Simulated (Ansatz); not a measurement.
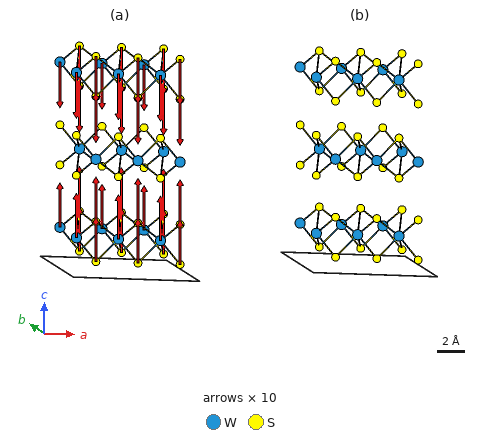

The structure of solid WS2 (set up in P3m1) before (left) and after (right) a relaxation, at one scale. The red arrows give the displacements (the part carried along by the change of the cell is left out), 10 times their true length.

Style: ball-and-stick. Shown: the 3 × 2 repeat of the cell, outlined in the plane, without the vacuum, slightly off an axis.

Level of theory: DFT LDA, scalar-relativistic, plane waves, PAW (Ansatz). Settings: plane-wave cutoff 420 eV; k-point mesh 12 × 12 × 1; occupations gaussian; smearing width 0.02 eV; no spin polarisation; cell and atoms relaxed; force threshold 0.005 eV/Å; at most 80 steps.

Describe what moved and what it gained.

The largest moves relative to the cell and the layer's centre, 0.37 Å, are those of W and S atoms. By element the largest moves are S 0.37 Å, W 0.36 Å. In the plane the drawn cell goes a 9.549 → 9.379 Å (−1.8 %), b 6.366 → 6.253 Å (−1.8 %). Near-neighbour distances that change, for instance: W–W 3.183 → 3.126 Å, S–W 2.410 → 2.387 Å. Within 0.06 Å the space group is P-6m2 at the start and P-6m2 at the end; at a tighter tolerance small leftover displacements or strains of the cell lower it. The energy falls by 0.158 eV per cell of the calculation in 3 accepted moves (5 points after the start). Largest force component: 0.4 eV/Å at the start, 0.0024 eV/Å at the end. The line search rejected the trial step at point 1 of the run. The SCF was repeated once at an unchanged geometry on a basis and grid sized afresh for the cell, which shifted the energy by 1.7 meV per cell of the calculation at most.

Limits of the set-up: layers or molecules are held without a dispersion correction, so their spacing is unreliable.
